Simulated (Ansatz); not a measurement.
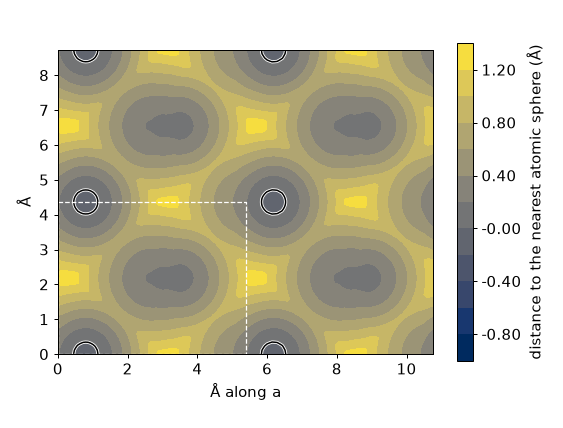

Map of the distance to the nearest atomic sphere in PbS₂ (Pnnm), computed on the section y = 0.264 (parallel to a and c; the dashed line is one cell). The black line marks the spheres' surfaces; positive values are empty space; unlabelled circles belong to atoms above or below the section.

Hard-sphere model; covalent radii (Cordero): Pb 1.46 Å, S 1.05 Å.

Origin of the cell: the geometry relaxed with Ansatz, DFT, PBEsol, plane waves, PAW.

```xyz
6
Lattice="5.3846 0.0000 0.0000 0.0000 6.9693 0.0000 0.0000 0.0000 4.3665" Properties=species:S:1:pos:R:3 pbc="T T T"
Pb    2.6923    3.4846    2.1833
Pb    0.0000    0.0000    0.0000
S     3.4947    0.6598    2.1833
S     1.8899    6.3095    2.1833
S     0.8024    2.8249    0.0000
S     4.5821    4.1444    0.0000
```

**Where is the largest hole in this section, and how large is it?**

At 0.049, 0.264, 0.500 (fractional), where the distance reaches 1.41 Å; it is enclosed by 3 S + 3 Pb. It is the largest hole of the crystal.

**How much of the crystal lies outside the spheres?**

About 72 % of the cell's volume, and 98 % of this section's area.

**What can pass through?**

The largest sphere that fits anywhere has a diameter of 2.81 Å; the largest that can travel through the crystal, about 2.1 Å.
